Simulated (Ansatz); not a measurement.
# Geometry relaxation, with input and output: Ir (part 2 of 2)

Continued. System: Ir (2 atoms in the cell). Method: DFT r2SCAN, scalar-relativistic, plane waves, PAW, no spin polarisation (Ansatz 0.2.0); cutoff 500 eV, 20×20×14 k-mesh, Gaussian smearing of 0.1 eV. The structure derives from a Materials Project entry. It belongs to a series of runs on one base structure; here: biaxial strain in the a-b plane, c and atoms relaxed: -3.0 %.

Geometry of the input (Å; fractional positions):
```
1.8644  1.8644  0.0000
-1.8644  1.8644  0.0000
0.0000  0.0000  3.9134
Ir 0.0000  0.0000  0.0000
Ir 0.5000  0.5000  0.5000
```

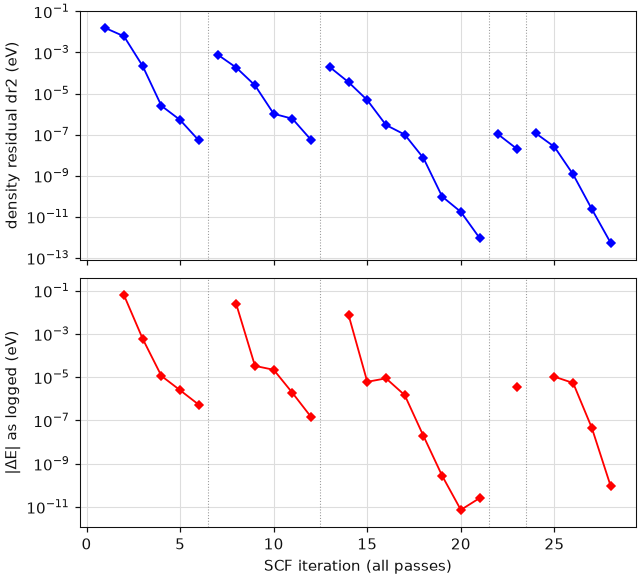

**Figure 1.** Convergence of the self-consistent field: density residual dr2 and size of the energy change against the SCF iteration. The dotted lines part the SCF passes of the relaxation: geometry steps, rejected trials and re-solves on a re-selected basis. The 5 passes take 2 to 9 iterations each, 28 in all.

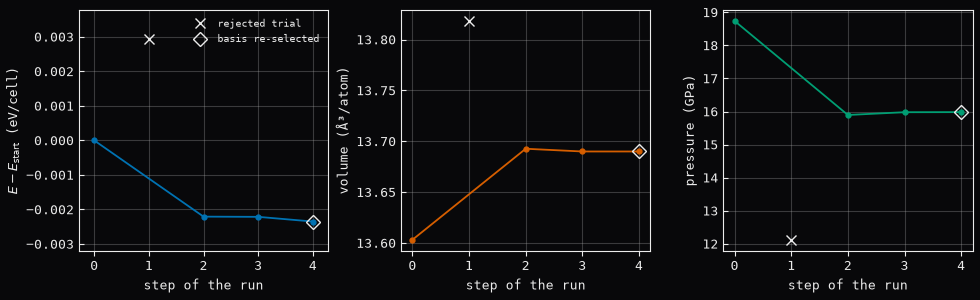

**Figure 2.** Progress of the relaxation, step by step (the first geometry is step 0 here and step 1 in the log).

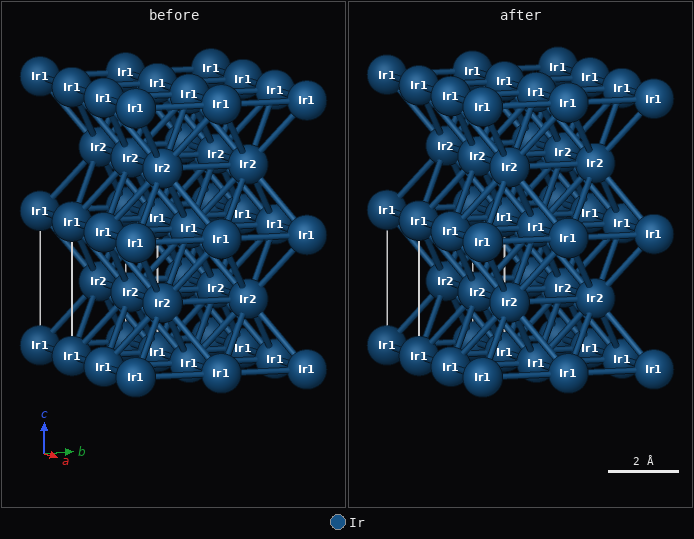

**Figure 3.** Before (left) and after (right) the relaxation, at one scale (ball-and-stick view of the cell of the calculation, repeated 3 × 2 × 2, seen slightly off an axis). The atoms keep their places relative to the cell (all moves are under 0.005 Å). The drawn cell changes as follows: a = b stay at 2.637 Å, c 3.913 → 3.938 Å (+0.6 %); the volume changes by +0.6 %. Among the contacts that change: Ir1–Ir2 2.703 → 2.712 Å. The space group stays I4/mmm (No. 139). After 3 geometry steps the energy has fallen by 2.2 meV per cell of the calculation. All forces vanish by symmetry, so only the cell relaxes. The pressure goes from 18.74 to 15.98 GPa. The line search rejected the trial step at point 1 (counted from 0) and went back. A last SCF at the same geometry on a re-selected plane-wave basis shifts the energy by −0.1 meV per cell of the calculation. (Atoms are counted from 1 in the order of the input.)

```
basis re-selected at this cell: Δ(F+E_penalty+E_count) = -1.365e-4 eV, ΔP = +0.003 GPa vs the last step (what re-selecting the basis moved, of the pressure what is left beyond the Pulay correction that the steps carried, after the strain that the cell walked since its last selection, with what the two solves' SCF thresholds leave and, on support functions, any second-order correction that the steps lacked; it is no measure of the basis error at this ecutwfc). This SCF's stress stands 8.41e-3 GPa from its target on what of the cell is left free (relax.cell.stress_tol is 1.50e-2 GPa) and its largest allowed force component is 2.49e-30 eV/Å (relax.f_tol is 8.00e-3 eV/Å): within both
SCF converged after 5 iterations
Free energy (F): -23897.332082 eV
Harris-Foulkes:  -23897.332082 eV  (|F-HF|=7.28e-12)
Internal energy: -23897.324297 eV  (E = F + TS)
E sigma→0 (E₀):  -23897.328190 eV
Entropy (-TS):   -0.007785 eV (-3.892 meV/atom)
Fermi energy:    26.627156 eV
--- Per-component energies (eV) ---
  E_band       = -169.801474
  E_kinetic    = 1250.769972
  E_local      = -2057.553992  (includes V_loc(G=0)·N_el)
  E_nonlocal   = 148.207307
  E_hartree    = 798.173262
  E_xc         = -512.338861
  E_vxc        = -669.178412  (∫ρ·V_xc dr)
  E_paw        = -18499.817170  (= ΣΔE_a)
  E_vpaw       = -479.891824  (= ΣTr[D̂ρ^β])
  E_aug_tail   = -0.000041  (compensation charges beyond the density's cutoff)
  E_vtau       = 41.499001  (kinetic-family band-sum trace: ∫τ·v_τ [+ j·A + Jᵃ·Aᵃ] dr)
  E_ewald      = -5024.130987
  E_core_change = -0.633787  (= ΣΔE_core)
  E_smearing   = -0.007785  (= −TS)
  E_closure    = 0.000000  (closes the sum)
  Σ components = -23897.332082   (vs F -23897.332082, Δ=0.00e0)
--- Forces (eV/Å), atoms counted from 1 ---
  atom   1  Ir     0.00000000     0.00000000     0.00000000
  atom   2  Ir    -0.00000000     0.00000000     0.00000000
  max |Σ_I F_I| component: 4.98e-30 eV/Å
--- Stress (GPa, compression-positive) ---
       23.970112       0.000000       0.000000
       -0.000000      23.970112       0.000000
        0.000000       0.000000       0.008413
  P = ⅓ Tr σ = 15.9829 GPa (159.829 kbar)
--- Band table (eV; the first three rows and the last of 528) ---
  k-point 0: bands = ["-68.3798", "-68.2776", "-25.0812", "-24.4436", "-24.4436", "-24.2120", "-24.1502", "-24.1502", "14.7944", "18.0152", "18.6955", "21.9372", "22.7419", "22.7419", "24.7590", "25.8275", "27.6450", "27.6548", "28.2875", "28.2875", "37.2160"]
  k-point 1: bands = ["-68.3786", "-68.2789", "-25.0710", "-24.4400", "-24.4400", "-24.2236", "-24.1539", "-24.1539", "14.8717", "18.0465", "18.7272", "21.8827", "22.7879", "22.7879", "24.6857", "25.8477", "27.3229", "27.6286", "28.1628", "28.1628", "37.6374"]
  k-point 2: bands = ["-68.3748", "-68.2827", "-25.0407", "-24.4293", "-24.4293", "-24.2578", "-24.1649", "-24.1649", "15.1007", "18.1337", "18.8217", "21.7253", "22.9253", "22.9253", "24.4750", "25.9078", "26.5076", "27.5520", "27.8160", "27.8160", "38.7512"]
  k-point 527: bands = ["-68.2544", "-68.2544", "-24.8365", "-24.8365", "-24.8365", "-24.8365", "-24.5326", "-24.5326", "19.6284", "19.6284", "21.3842", "21.3842", "21.3842", "21.3842", "24.5227", "24.5227", "28.7717", "28.7717", "36.2593", "36.2593", "36.2593"]
--- Relaxed structure (4 steps of the walk, 3 accepted, 1 SCFs on fresh bases) ---
  F+E_penalty+E_count = -23897.33208234 eV   max|allowed force component| = 2.490e-30 eV/Å   (the final SCF, on the basis selected at the relaxed cell)
  cell:  # Å, volume = 27.3800 Å³
    - [1.8644261155, 1.8644261155, -4.178590869589859e-34]
    - [-1.8644261155, 1.8644261155, 4.775532423290377e-34]
    - [-9.397213929882876e-34, 6.264809295423523e-35, 3.938341357167509]
  atoms:
    - { symbol: Ir, position: [0.0, 0.0, 0.0] }
    - { symbol: Ir, position: [0.5, 0.5, 0.5] }
```

## Trajectory as extended XYZ (Å, eV, eV/Å), 5 frames, from step=1 to step=5
```
2
Lattice="1.8644 1.8644 0.0000 -1.8644 1.8644 0.0000 0.0000 0.0000 3.9134" Properties=species:S:1:pos:R:3:forces:R:3 step=1 energy=-23897.32973 pressure_GPa=18.74
Ir    0.0000    0.0000    0.0000    0.0000   0.0000   0.0000
Ir    0.0000    1.8644    1.9567    0.0000   0.0000   0.0000
2
Lattice="1.8644 1.8644 0.0000 -1.8644 1.8644 0.0000 0.0000 0.0000 3.9753" Properties=species:S:1:pos:R:3:forces:R:3 step=2 energy=-23897.32680 pressure_GPa=12.12 accepted=F
Ir    0.0000    0.0000    0.0000    0.0000   0.0000   0.0000
Ir    0.0000    1.8644    1.9876    0.0000   0.0000   0.0000
2
Lattice="1.8644 1.8644 0.0000 -1.8644 1.8644 0.0000 0.0000 0.0000 3.9391" Properties=species:S:1:pos:R:3:forces:R:3 step=3 energy=-23897.33194 pressure_GPa=15.90
Ir    0.0000    0.0000    0.0000    0.0000   0.0000   0.0000
Ir    0.0000    1.8644    1.9696    0.0000   0.0000   0.0000
2
Lattice="1.8644 1.8644 0.0000 -1.8644 1.8644 0.0000 0.0000 0.0000 3.9383" Properties=species:S:1:pos:R:3:forces:R:3 step=4 energy=-23897.33195 pressure_GPa=15.98
Ir    0.0000    0.0000    0.0000    0.0000   0.0000   0.0000
Ir    0.0000    1.8644    1.9692    0.0000   0.0000   0.0000
2
Lattice="1.8644 1.8644 0.0000 -1.8644 1.8644 0.0000 0.0000 0.0000 3.9383" Properties=species:S:1:pos:R:3:forces:R:3 step=5 energy=-23897.33208 pressure_GPa=15.98
Ir    0.0000    0.0000    0.0000    0.0000   0.0000   0.0000
Ir    0.0000    1.8644    1.9692    0.0000   0.0000   0.0000
```

## Summary

```tsv
quantity	value
outcome	converged
space group (tolerance 0.01 Å)	I4/mmm (139)
electrons treated	34
free energy	−23897.3321 eV
Fermi energy	26.627 eV
gap on the k-point mesh	none (metallic)
pressure	15.98 GPa
final volume	27.38 Å³
largest force (length of the vector) at the end	under 0.001 eV/Å
final cell	a = 2.637 Å, b = 2.637 Å, c = 3.938 Å, α = 90.00°, β = 90.00°, γ = 90.00°
hardware	1 thread of Intel Xeon (Sapphire Rapids), 32 GiB of memory available, shared host
wall time	2.4 min
peak memory	0.69 GiB
```

## Notes

Spin–orbit coupling is left out, which matters for Ir.
